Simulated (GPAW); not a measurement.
## Collinear magnetic orders of linear V chain, spacing 2.761 A with GPAW

Wanted: the moments of linear V chain, spacing 2.761 A and the energy of each order that was tried.

Method: LDA; plane waves with GPAW's PAW setups, scalar-relativistic, in GPAW 26.7.0.

## Step 1: Starting point

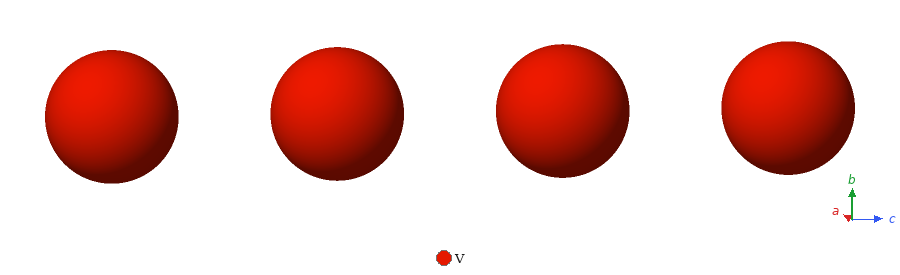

The cell as given, from the side, with the c axis across the page (vanadium red). 1×1×3 cells are drawn. Some periodic images of atoms are drawn too.

The cell holds 1 atom: 1 V. Its edges and angles: a = 12.000 Å, b = 12.000 Å, c = 2.761 Å, α = 90.0°, β = 90.0°, γ = 90.0°. model lattice. Vacuum lies along a and b. The structure's axis is c.

The settings of this session are not all sound (see the inputs), so it shows what such settings give, not the properties of the crystal.

## Step 2: Run 1 (ferro +)

The parallel start comes first: it fits the smallest cell, keeps the most symmetry and shows whether parallel moments form.

order1.py reads:

```python
import json
import numpy as np
from ase import Atoms
from ase.parallel import paropen, parprint
from gpaw import GPAW

atoms = Atoms(['V'],
    cell=[[12.0, 0.0, 0.0],
         [0.0, 12.0, 0.0],
         [0.0, 0.0, 2.761]],
    scaled_positions=[[0.5, 0.5, 0.0]],
    pbc=True,
    magmoms=[1.5])
atoms.calc = GPAW(mode={'name': 'pw', 'ecut': 550},
    xc='LDA',
    kpts={'size': (1, 1, 10), 'gamma': True},
    occupations={'name': 'fermi-dirac', 'width': 0.1},
    convergence={'density': 0.001, 'energy': 1e-05},
    maxiter=200,
    symmetry={'tolerance': 1e-4},
    txt='order1.txt')
e = atoms.get_potential_energy(force_consistent=True)
res = {'free_energy': e, 'energy_sigma0': atoms.get_potential_energy(), 'fermi_energy': atoms.calc.get_fermi_level()}
res['moments'] = atoms.get_magnetic_moments().tolist()
res['total'] = atoms.get_magnetic_moment()
parprint('site moments (muB):', np.round(res['moments'], 3))
parprint(f"total moment: {res['total']:.3f} muB")
parprint(f'free energy: {e:.6f} eV')
atoms.calc.write('order1.gpw')
with paropen('results.json', 'w') as f:
    json.dump(res, f)
```

Command:

```console
$ OMP_NUM_THREADS=1 python3 order1.py > order1.log
```

The program printed:

```text
site moments (muB): [2.952]
total moment: 4.002 muB
free energy: -4.683238 eV

--- order1.txt ---
Input parameters:
  mode=PW(ecut=550),
  convergence={'density': 0.001, 'energy': 1e-05},
  kpts=MonkhorstPack(size=(1, 1, 10), gamma=True),
  maxiter=200,
  occupations=Occupations(name='fermi-dirac', width=0.1),
  symmetry=Symmetry(tolerance=0.0001),
  xc=XC(name='LDA')

Diagonalizing LCAO Hamiltonian
Converting LCAO to pw mode
        .----------------------------.
       /|                            |
      / |                            |
     /  .----------------------------.
    /  /                            /
   /  /                            /
  /  /                            /
 *  /              V             /
 | /                            /
 |/                            /
 *----------------------------*

Atoms  # Å, Bohr magnetons
|   | symbol |        x |        y |        z |    initial magnetic moments |
|---|--------|----------|----------|----------|-----------------------------|
| 0 |      V | 6.000000 | 6.000000 | 0.000000 | ( 0.0000,  0.0000,  1.5000) |

Unit cell  # Å
| periodic |         x |         y |        z |   lengths |    angles |
|----------|-----------|-----------|----------|-----------|-----------|
|      yes | 12.000000 |  0.000000 | 0.000000 | 12.000000 | 90.000000 |
|      yes |  0.000000 | 12.000000 | 0.000000 | 12.000000 | 90.000000 |
|      yes |  0.000000 |  0.000000 | 2.761000 |  2.761000 | 90.000000 |

Number of symmetries: 16

BZ-sampling:
  Number of BZ points: 10
  Number of IBZ points: 6

  Monkhorst-Pack size: [1, 1, 10]
  Monkhorst-Pack shift: [0.0, 0.0, 0.05]

K-points  # in reciprocal-cell coordinates
|   |                                coordinates |     weight |
|---|--------------------------------------------|------------|
| 0 | (  0.00000000,   0.00000000,   0.00000000) | 0.10000000 |
| 1 | (  0.00000000,   0.00000000,   0.10000000) | 0.20000000 |
| 2 | (  0.00000000,   0.00000000,   0.20000000) | 0.20000000 |
| 3 | (  0.00000000,   0.00000000,   0.30000000) | 0.20000000 |
| 4 | (  0.00000000,   0.00000000,   0.40000000) | 0.20000000 |
| 5 | (  0.00000000,   0.00000000,   0.50000000) | 0.10000000 |

Plane wave coefficients: 11675
Cutoff: 550.0 eV

Spin-components: 2 (collinear spins)
Bands:           13
Projectors:      6
Spin-degeneracy: 1
Datatype:        complex128

Parallelization:
  kpt:    1
  domain: 1
  band:   1

Density:
  Valence electrons: 13.0
  Components: 2
  Grid points: [70 70 15]
  Charge: 0.0  # |e|

Potential:
  Grid points: [70 70 15]

species:
  V:
    name:    Vanadium
    Z:       23.0
    valence: 13
    core:    10
    charge:  0.0  # [|e|]
    compensation charges:
      type: gauss
      rc: 0.37  # [Å]
      lmax: 2
    cutoffs:
      filter: 2.14  # [Å]
      core: 0.96  # [Å]
    projectors
    | kind |    occ | energy [eV] | rcut [Å] |
    |------|--------|-------------|----------|
    |   3s |  2.000 |     -69.819 |    1.254 |
    |   4s |  2.000 |      -4.846 |    1.254 |
    |   3p |  6.000 |     -43.961 |    1.281 |
    |   4p |  0.000 |      -1.526 |    1.281 |
    |   3d |  3.000 |      -5.381 |    1.169 |
    |    d |        |      21.830 |    1.169 |

    Using partial waves for V as LCAO basis

Reference energy: -25767.601835  # eV

eigensolver:
  PPCG
  Converge bands: occupied
  niter=2

density mixing:
  MSR1-Mixer
  Pratt-step length: 0.05
  Maximum mixing coefficient: 0.75
  Old densities: 10
  SVD Regularization: 0.005
  Good broyden scale: 1.0
  Trust region scale: 1.0
  Backstep threshold: 4.0
  History deletion threshold: 6.0
  Fourier metric: weight=20.0, sigma=0.015

occupation numbers:
  Fermi-Dirac:
    width: 0.1000  # eV

poisson solver:
  ecut: 4400.0  # eV

xc functional:
  name: None

convergence criteria:
- Maximum integral of absolute [dens]ity change: 0.001 electrons / valence electron
- Maximum [total energy] change in last 3 cyles: 1e-05 eV / valence electron
- Maximum integral of absolute [eigenst]ate change: 4e-08 eV^2 / valence electron
maximum number of iterations: 200

SCF iterations
|iter     |      energy | eigst |  dens |  magmom |
|---------|-------------|-------|-------|---------|
|iter:   1|       0s |   -4.462656 | +0.29 |       |  +1.5048|
|iter:   2|       2s |   -4.298647 | -0.76 | -0.66 |  +1.5746|
|iter:   3|       4s |   -4.252411 | -0.99 | -0.71 |  +2.2422|
|iter:   4|       5s |   -4.556067 | -1.98 | -0.83 |  +3.2224|
|iter:   5|       7s |   -4.628341 | -2.06 | -1.13 |  +4.1000|
|iter:   6|       9s |   -4.629446 | -2.85 | -1.82 |  +3.8868|
|iter:   7|      11s |   -4.630034 | -3.78 | -1.91 |  +3.9562|
|iter:   8|      12s |   -4.629935 | -4.09 | -2.31 |  +3.9923|
|iter:   9|      14s |   -4.629908c| -5.13 | -3.04c|  +3.9993|
|iter:  10|      16s |   -4.629890c| -5.66 | -3.62c|  +4.0020|
|iter:  11|      18s |   -4.629892c| -6.20 | -4.29c|  +4.0018|
|iter:  12|      19s |   -4.629893c| -6.68 | -4.89c|  +4.0017|
|iter:  13|      21s |   -4.629893c| -7.12 | -5.38c|  +4.0017|
|iter:  14|      22s |   -4.629893c| -7.49c| -6.18c|  +4.0017|

Converged in 14 steps
Energy contributions relative to reference atoms: (reference = -25767.601835)

Energy contributions:
  Kinetic:          -2.295153
  Coulomb:           4.844265
  Zero:              0.049966
  External:          0.000000
  Xc:               -7.175626
  Entropy:          -0.106690
  Spinorbit:         0.000000
  ----------------------------
  Free energy:      -4.683238
  Extrapolated:     -4.629893

dipole moment: (0.000000, 0.000000, -6.503888)  # |e|*Ang

Total magnetic moment: (0.000000, 0.000000, 4.001704)

Local magnetic moments
|        x |        y |        z |
|----------|----------|----------|
| 0.000000 | 0.000000 | 2.951907 |  # V    0

Fermi level: -3.394
Eigenvalues  # (at kpt = [0.000, 0.000, 0.000])
| band index |      eig [eV] | occ [0-1] |      eig [eV] | occ [0-1] |
|------------|---------------|-----------|---------------|-----------|
|          0 |       -67.610 |     1.000 |       -64.753 |     1.000 |
|          1 |       -41.801 |     1.000 |       -39.046 |     1.000 |
|          2 |       -41.801 |     1.000 |       -38.920 |     1.000 |
|          3 |       -41.754 |     1.000 |       -38.920 |     1.000 |
|          4 |        -6.641 |     1.000 |        -4.942 |     1.000 |
|          5 |        -4.528 |     1.000 |        -2.422 |     0.000 |
|          6 |        -3.899 |     0.994 |        -1.442 |     0.000 |
|          7 |        -3.899 |     0.994 |        -1.439 |     0.000 |
|          8 |        -2.666 |     0.001 |        -1.351 |     0.000 |
|          9 |        -2.666 |     0.001 |        -1.351 |     0.000 |
|         10 |        -2.274 |     0.000 |        -0.004 |     0.000 |
|         11 |        -2.274 |     0.000 |        -0.004 |     0.000 |
|         12 |         0.128 |     0.000 |         0.295 |     0.000 |

No gap
No difference between direct/indirect transitions
```

It took 26 s on 1 MPI rank of Intel Xeon Platinum 8488C (Sapphire Rapids), shared host; peak memory 0.33 GiB.

Spin moment in the augmentation sphere by atom:

```csv
atom,spin moment in the augmentation sphere (μB)
V1,2.95
```

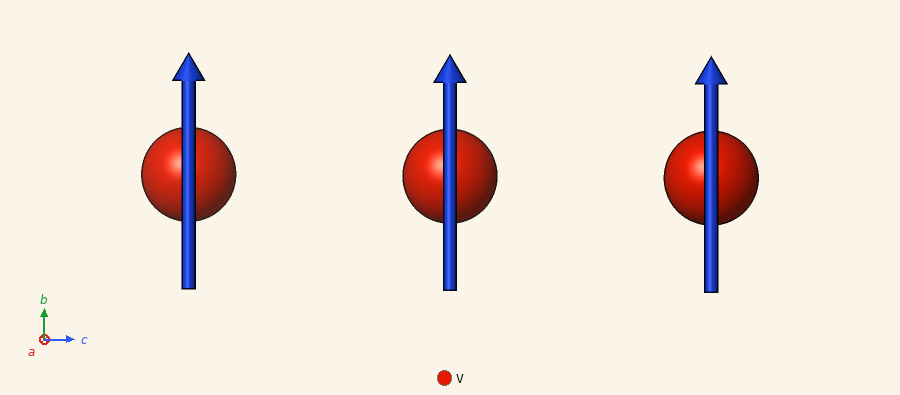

Spin moment in the augmentation sphere as arrows, the longest 2.95 μB. Up and down stand for the sign. Arrows give size and sign along the axis of quantisation, drawn up and down the page. 1×1×2 cells are drawn. Some periodic images of atoms are drawn too.

Read from the output:

* magnetization: 4.002 μB
* final state: ferromagnetic

After 14 cycles the largest moment stands at 2.95 μB.

(Continued in part 2 of 2.)

[Logs and program files are shortened in this print: banners, set-up blocks, solver, clock and traceback lines can be left out without a mark of their own.]

[Logs are printed without paths, hosts, clocks, repeated set-up lines and the standing remarks that a program may print on its own settings, such as how far it seeks lower states.]

[Hosts, paths, dates, database ids (printed as entryN), source tags and the programs' standing remarks are cut or masked in the printed files.]

[Where a cell is said to come from a database of computed structures, the database is the Materials Project.]
